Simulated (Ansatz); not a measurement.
# SnO₂: what the fields show

Input file:

```
crystal:
  lattice:
    - [5.4678084061, 0.0, 0.0]
    - [-2.7339042031, 4.7352609828, 0.0]
    - [0.0, 0.0, 6.3746874941]
  atoms:
    - { symbol: Sn, position: [0.4423064666, 0.0, 0.6666666667] }
    - { symbol: Sn, position: [0.0, 0.4423064666, 0.3333333333] }
    - { symbol: Sn, position: [0.5576935334, 0.5576935334, 0.0] }
    - { symbol: O, position: [0.3177523104, 0.3904137624, 0.2503367027] }
    - { symbol: O, position: [0.6095862376, 0.9273385479, 0.9170033693] }
    - { symbol: O, position: [0.0726614521, 0.6822476896, 0.583670036] }
    - { symbol: O, position: [0.3904137624, 0.3177523104, 0.7496632973] }
    - { symbol: O, position: [0.9273385479, 0.6095862376, 0.0829966307] }
    - { symbol: O, position: [0.6822476896, 0.0726614521, 0.416329964] }
basis:
  ecutwfc: 420
kpoints:
  mp_grid: { grid: [6, 6, 4] }
hamiltonian:
  xc: pbe
scf:
  occupations: { method: gaussian, width: 0.02 }
output:
  forces: true
  stress: true
  eigenvalues: true
  write_density: true
  write_potential: true
  elf: true
  volumetric_format: npy
relax:
  adjacent_minimum: "off"
  f_tol: 0.01
  max_steps: 80
  cell: { stress_tol: 0.05 }
```

Launched as:

```sh
ansatz run input.yaml --threads 1 --pin off --max-ram 2560MiB --backend cpu --events-out ev --progress --plain --runs-dir out
```

Below, planes, directions and counts refer to the conventional cell (a = 5.47 Å, b = 5.47 Å, c = 6.38 Å, α = 90.00°, β = 90.00°, γ = 120.00°).

The fields are those of the relaxed geometry.

Space group P3₂21; started from the quartz_154 prototype, which need not be the ambient phase.

Theory: DFT PBE, scalar-relativistic, plane waves, PAW (Ansatz 0.2.0).

Core electrons are frozen (PAW), and the valence fields are smoothed inside the atomic spheres.

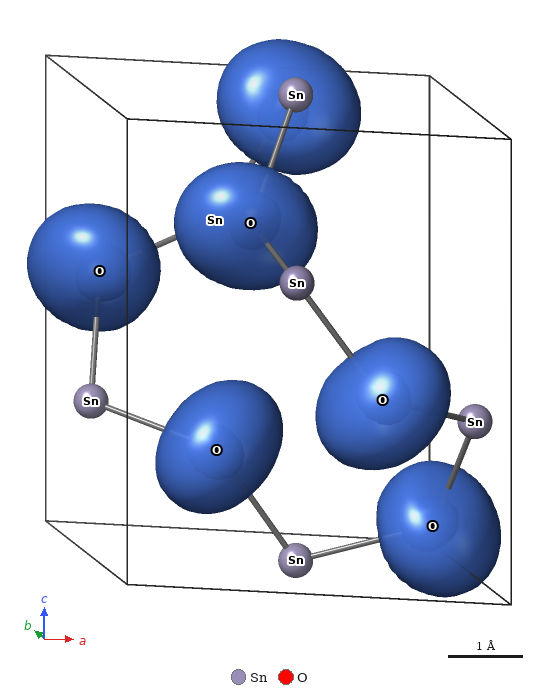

Figure 1. Isosurface of the ELF at 0.7 (blue), seen slightly off an axis. Only the valence region is drawn (cores and ρ < 0.01 e/Å³ removed). Sticks mark near contacts.

Q: Where are the electrons localised?

A: The ELF exceeds this value in six regions wrapped around O (the valence shell of each), counted in one cell of 9 atoms. Regions shared between cells count once.


Sn–O (1.97 Å): the ELF peaks at about 0.80 in the valence shell of O, 0.6 Å from its nucleus, and is about 0.25 at the midpoint; no localised pair shows between them.

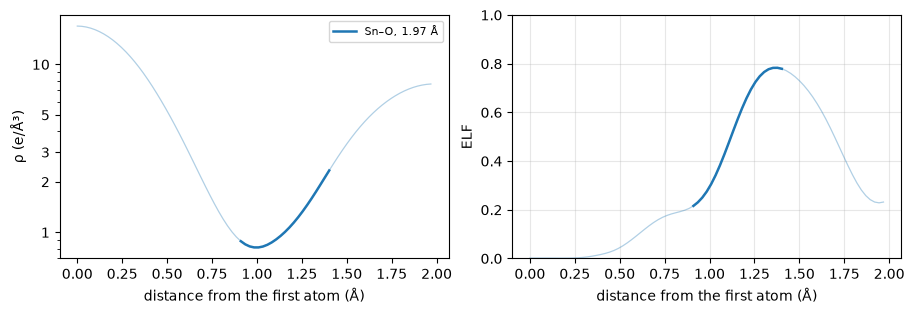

Figure 2. Valence electron density and electron localisation function along straight lines between neighbouring atoms. Thin, pale parts lie inside the atomic spheres.

Q: What can be read from the curves?

A: Sn–O (1.97 Å): ρ is about 0.81 e/Å³ halfway; the ELF peaks at about 0.80 in the valence shell of O, 0.6 Å from its nucleus, and is about 0.25 at the midpoint: no localised pair shows between them.

Q: Metal or insulator at this level of theory?

A: It is gapped, with a Kohn–Sham gap of 1.9 eV on the k-point mesh (the band edges may lie off the mesh, which would make the gap smaller).
